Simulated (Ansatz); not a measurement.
## WS2: a changed input and its effect

System: WS2 (Cm, 6 atoms in the cell).
Method of the first run: DFT PBEsol, scalar-relativistic, plane waves, PAW, no spin polarisation (Ansatz 0.2.0).

The structure derives from an entry of the Crystallography Open Database. Text and figures count atoms from 1; the logs count them from 0 in places.

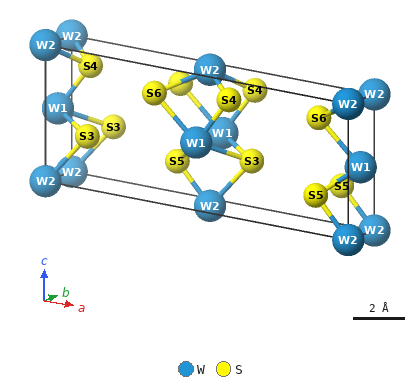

The input geometry (ball-and-stick view of the cell 2 times as large as that of the calculation, set on its symmetry axes, seen slightly off an axis; atoms are numbered from 1 in the order of the input).

### The input, the first run
```yaml
crystal:
  lattice:
    - [-3.1476068045, 0.0, 0.0]
    - [0.0, 5.4518149077, 0.0]
    - [1.5738034023, -0.9086358179, -6.3704647422]
  atoms:
    - { symbol: W, position: [0.5021094152, 0.500815445, 0.0042188304] }
    - { symbol: W, position: [-9.48742e-05, -0.0001439314, -0.0001897484] }
    - { symbol: S, position: [0.8617553065, 0.6111866417, 0.723510613] }
    - { symbol: S, position: [0.3943555993, 0.1408503269, 0.7887111986] }
    - { symbol: S, position: [0.1076723614, 0.7183535804, 0.2153447228] }
    - { symbol: S, position: [0.6403021918, 0.1976379374, 0.2806043836] }
basis:
  ecutwfc: 420
kpoints:
  mp_grid: { grid: [10, 6, 10] }
hamiltonian:
  xc: pbesol
scf:
  occupations: { method: gaussian, width: 0.05 }
output:
  forces: true
  stress: true
  eigenvalues: true
```

Command:
```bash
ansatz run input.yaml --threads 2 --pin off --max-ram 5120MiB --backend cpu --events-out ev --progress --plain --runs-dir out
```

Hardware: 2 threads of Intel Xeon (Granite Rapids), 176 GiB of memory available, shared host.

### Output, shortened to warnings, some set-up lines, iterations and results (the first run)
```
Basis set: ecut = 420 eV, 2119 PW (Γ), exchange–correlation on 48×80×90 points (8 copies of the dense FFT grid, shifted against one another)
Symmetry: 2 space group operations
k-points: 172 of 600 (time reversal used)
Initial density: superposition of atomic densities (neutral atoms: chi_scale 0, normalization atom), corrected by the library's trained network
[...]
SCF iter   1: F=—  HF=-24056.785728 eV  |F-HF|=—  |Δ(HF+E_count)|=         —  Δρ=7.64e-3  dr2=9.37e-2  ethr=1.77e-3  ⟨swp⟩=6.6  Hψ=26090  notcnv=0
SCF iter   2: F=—  HF=-24056.774288 eV  |F-HF|=—  |Δ(HF+E_count)|=   1.14e-2  Δρ=3.26e-3  dr2=6.34e-3  ethr=1.80e-4  ⟨swp⟩=2.5  Hψ=8941  notcnv=0  defer=299
SCF iter   3: F=—  HF=-24056.775573 eV  |F-HF|=—  |Δ(HF+E_count)|=   1.29e-3  Δρ=1.78e-3  dr2=1.88e-3  ethr=1.22e-5  ⟨swp⟩=2.3  Hψ=7340  notcnv=0  defer=127
SCF iter   4: F=—  HF=-24056.776213 eV  |F-HF|=—  |Δ(HF+E_count)|=   6.40e-4  Δρ=3.02e-4  dr2=2.39e-4  ethr=3.62e-6  ⟨swp⟩=2.0  Hψ=7684  notcnv=0  defer=127
SCF iter   5: F=—  HF=-24056.776201 eV  |F-HF|=—  |Δ(HF+E_count)|=   1.26e-5  Δρ=1.36e-4  dr2=3.90e-5  ethr=4.59e-7  ⟨swp⟩=2.0  Hψ=7146  notcnv=0  defer=127
SCF iter   6: F=—  HF=-24056.776154 eV  |F-HF|=—  |Δ(HF+E_count)|=   4.70e-5  Δρ=3.94e-5  dr2=3.21e-6  ethr=7.50e-8  ⟨swp⟩=2.1  Hψ=7168  notcnv=0  defer=127
SCF iter   7: F=—  HF=-24056.776155 eV  |F-HF|=—  |Δ(HF+E_count)|=   1.60e-6  Δρ=1.16e-5  dr2=3.03e-7  ethr=6.18e-9  ⟨swp⟩=2.0  Hψ=7736  notcnv=0  defer=127
SCF iter   8: F=-24056.776156 eV  HF=-24056.776156 eV  |F-HF|=1.71e-9  |Δ(HF+E_count)|=   2.42e-7  Δρ=3.24e-6  dr2=1.96e-8  ethr=1.92e-10  ⟨swp⟩=9.0  Hψ=24037  notcnv=0
SCF 1 converged in 8 iterations: F = -24056.776156 eV  dr2 = 1.96e-8
SCF converged after 8 iterations
Free energy (F): -24056.776156 eV
Harris-Foulkes:  -24056.776156 eV  (|F-HF|=1.71e-9)
Internal energy: -24056.776156 eV  (E = F + TS)
E sigma→0 (E₀):  -24056.776156 eV
Fermi energy:    11.630645 eV
--- Per-component energies (eV) ---
  E_band       = -402.968832
  E_kinetic    = 1337.668754
  E_local      = -3833.413210  (includes V_loc(G=0)·N_el)
  E_nonlocal   = 121.561508
  E_hartree    = 1538.804693
  E_xc         = -918.254748
  E_vxc        = -831.043442  (∫ρ·V_xc dr)
  E_paw        = -19209.543989  (= ΣΔE_a)
  E_vpaw       = -275.353680  (= ΣTr[D̂ρ^β])
  E_aug_tail   = -0.000108  (compensation charges beyond the density's cutoff)
  E_ewald      = -3094.290436
  E_core_change = 0.691382  (= ΣΔE_core)
  E_smearing   = -0.000000  (= −TS)
  E_closure    = -0.000000  (closes the sum)
  Σ components = -24056.776156   (vs F -24056.776156, Δ=0.00e0)
--- Forces (eV/Å), atoms counted from 1 ---
  atom   1  W     -0.00000000     0.59405338     1.00649992
  atom   2  W      0.00000000     0.77474775    -0.83595173
  atom   3  S      0.00000000     0.56384822    -2.26260916
  atom   4  S     -0.00000000    -0.95107025     3.53586005
  atom   5  S      0.00000000    -1.80054645    -3.64698344
  atom   6  S     -0.00000000     0.81897177     2.20309114
  max |Σ_I F_I| component: 9.32e-5 eV/Å
--- Stress (GPa, compression-positive) ---
        3.920944      -0.000000       0.000000
       -0.000000       6.787179       0.605685
        0.000000       0.605685       2.798137
  P = ⅓ Tr σ = 4.5021 GPa (45.021 kbar)
```

The input of the second run differs as follows (lines with − go, lines with + come):
```diff
-    - { symbol: W, position: [0.5021094152, 0.500815445, 0.0042188304] }
-    - { symbol: W, position: [-9.48742e-05, -0.0001439314, -0.0001897484] }
-    - { symbol: S, position: [0.8617553065, 0.6111866417, 0.723510613] }
-    - { symbol: S, position: [0.3943555993, 0.1408503269, 0.7887111986] }
-    - { symbol: S, position: [0.1076723614, 0.7183535804, 0.2153447228] }
-    - { symbol: S, position: [0.6403021918, 0.1976379374, 0.2806043836] }
+    - { symbol: W, position: [0.5013746521, 0.5004956529, 0.0027493041] }
+    - { symbol: W, position: [0.0006398889, 0.0001758607, 0.0012797779] }
+    - { symbol: S, position: [0.8726220708, 0.6210745368, 0.7452441415] }
+    - { symbol: S, position: [0.383488835, 0.1309624318, 0.7669776701] }
+    - { symbol: S, position: [0.1185489715, 0.7114483661, 0.2370979431] }
+    - { symbol: S, position: [0.6294255817, 0.2045431517, 0.2588511633] }
```

How does the second run compare with the first run?

With the same functional and potentials, the second run lies 203.9 meV per atom lower. The gap on the mesh goes from 0.84 to 1.13 eV. The pressure goes from 4.50 to 0.49 GPa. The largest force goes from 4.067 to 1.156 eV/Å. The number of SCF iterations is the same.

### Output, shortened to warnings, some set-up lines, iterations and results (the second run)
```
Basis set: ecut = 420 eV, 2119 PW (Γ), exchange–correlation on 48×80×90 points (8 copies of the dense FFT grid, shifted against one another)
Symmetry: 2 space group operations
k-points: 172 of 600 (time reversal used)
Initial density: superposition of atomic densities (neutral atoms: chi_scale 0, normalization atom), corrected by the library's trained network
[...]
SCF iter   1: F=—  HF=-24058.016248 eV  |F-HF|=—  |Δ(HF+E_count)|=         —  Δρ=8.61e-3  dr2=1.49e-1  ethr=1.77e-3  ⟨swp⟩=6.4  Hψ=25909  notcnv=0
SCF iter   2: F=—  HF=-24057.997463 eV  |F-HF|=—  |Δ(HF+E_count)|=   1.88e-2  Δρ=3.17e-3  dr2=5.56e-3  ethr=2.87e-4  ⟨swp⟩=2.5  Hψ=8634  notcnv=0  defer=271
SCF iter   3: F=—  HF=-24057.998958 eV  |F-HF|=—  |Δ(HF+E_count)|=   1.49e-3  Δρ=1.78e-3  dr2=1.72e-3  ethr=1.07e-5  ⟨swp⟩=2.2  Hψ=7332  notcnv=0  defer=99
SCF iter   4: F=—  HF=-24057.999689 eV  |F-HF|=—  |Δ(HF+E_count)|=   7.30e-4  Δρ=7.84e-4  dr2=4.07e-4  ethr=3.30e-6  ⟨swp⟩=2.2  Hψ=8260  notcnv=0  defer=99
SCF iter   5: F=—  HF=-24057.999849 eV  |F-HF|=—  |Δ(HF+E_count)|=   1.60e-4  Δρ=2.04e-4  dr2=6.02e-5  ethr=7.83e-7  ⟨swp⟩=2.0  Hψ=7464  notcnv=0  defer=99
SCF iter   6: F=—  HF=-24057.999809 eV  |F-HF|=—  |Δ(HF+E_count)|=   4.07e-5  Δρ=3.74e-5  dr2=2.66e-6  ethr=1.16e-7  ⟨swp⟩=2.2  Hψ=7327  notcnv=0  defer=99
SCF iter   7: F=—  HF=-24057.999811 eV  |F-HF|=—  |Δ(HF+E_count)|=   2.07e-6  Δρ=9.55e-6  dr2=2.26e-7  ethr=5.12e-9  ⟨swp⟩=2.0  Hψ=7967  notcnv=0  defer=99
SCF iter   8: F=-24057.999811 eV  HF=-24057.999811 eV  |F-HF|=5.77e-9  |Δ(HF+E_count)|=   1.76e-7  Δρ=2.95e-6  dr2=1.63e-8  ethr=1.92e-10  ⟨swp⟩=8.4  Hψ=24572  notcnv=0
SCF 1 converged in 8 iterations: F = -24057.999811 eV  dr2 = 1.63e-8
SCF converged after 8 iterations
Free energy (F): -24057.999811 eV
Harris-Foulkes:  -24057.999811 eV  (|F-HF|=5.77e-9)
Internal energy: -24057.999811 eV  (E = F + TS)
E sigma→0 (E₀):  -24057.999811 eV
Fermi energy:    11.638357 eV
--- Per-component energies (eV) ---
  E_band       = -401.302214
  E_kinetic    = 1334.337925
  E_local      = -3811.141267  (includes V_loc(G=0)·N_el)
  E_nonlocal   = 120.772427
  E_hartree    = 1529.931606
  E_xc         = -917.607340
  E_vxc        = -830.235708  (∫ρ·V_xc dr)
  E_paw        = -19209.114550  (= ΣΔE_a)
  E_vpaw       = -274.900480  (= ΣTr[D̂ρ^β])
  E_aug_tail   = -0.000126  (compensation charges beyond the density's cutoff)
  E_ewald      = -3105.869866
  E_core_change = 0.691382  (= ΣΔE_core)
  E_smearing   = -0.000000  (= −TS)
  E_closure    = -0.000000  (closes the sum)
  Σ components = -24057.999811   (vs F -24057.999811, Δ=0.00e0)
--- Forces (eV/Å), atoms counted from 1 ---
  atom   1  W     -0.00000000     0.05441004     0.37942032
  atom   2  W      0.00000000     0.09033885    -0.36210522
  atom   3  S      0.00000000     0.22232351    -0.90435471
  atom   4  S     -0.00000000    -0.26306956     1.05014636
  atom   5  S      0.00000000    -0.46117358    -1.06054543
  atom   6  S     -0.00000000     0.35717046     0.89736219
  max |Σ_I F_I| component: 7.65e-5 eV/Å
--- Stress (GPa, compression-positive) ---
        0.427378      -0.000000       0.000000
       -0.000000       0.723457       0.064693
        0.000000       0.064693       0.332370
  P = ⅓ Tr σ = 0.4944 GPa (4.944 kbar)
```

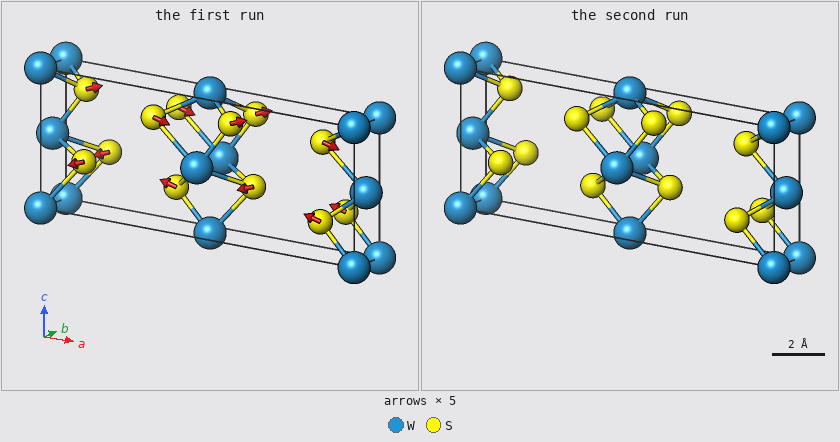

The two input geometries at one scale (ball-and-stick view of the cell 2 times as large as that of the calculation, set on its symmetry axes, seen slightly off an axis). The red arrows on the first give the shifts of the atoms relative to the cell, with their mean removed, magnified 5 times. The largest moves, 0.15 Å, are those of S atoms. Largest moves by element: S 0.15 Å, W 0.01 Å. (The mean shift of all atoms is removed.) The cell doesn't change. Among the contacts that change: S–W 2.593 → 2.464 Å, S–W 2.209 → 2.336 Å, S–W 2.567 → 2.454 Å, S–W 2.237 → 2.345 Å.

### The two runs side by side

```csv
quantity,the first run,the second run
outcome,converged,converged
free energy per atom (eV),−4009.4627,−4009.6666
gap on the mesh (eV),0.84,1.13
pressure (GPa),4.50,0.49
largest force (eV/Å),4.067,1.156
SCF iterations,8,8
irreducible k-points,172,172
plane waves at Γ,2119,2119
wall time (shared host),21 s,20 s
```

For both runs: Spin–orbit coupling is left out, which matters for W.
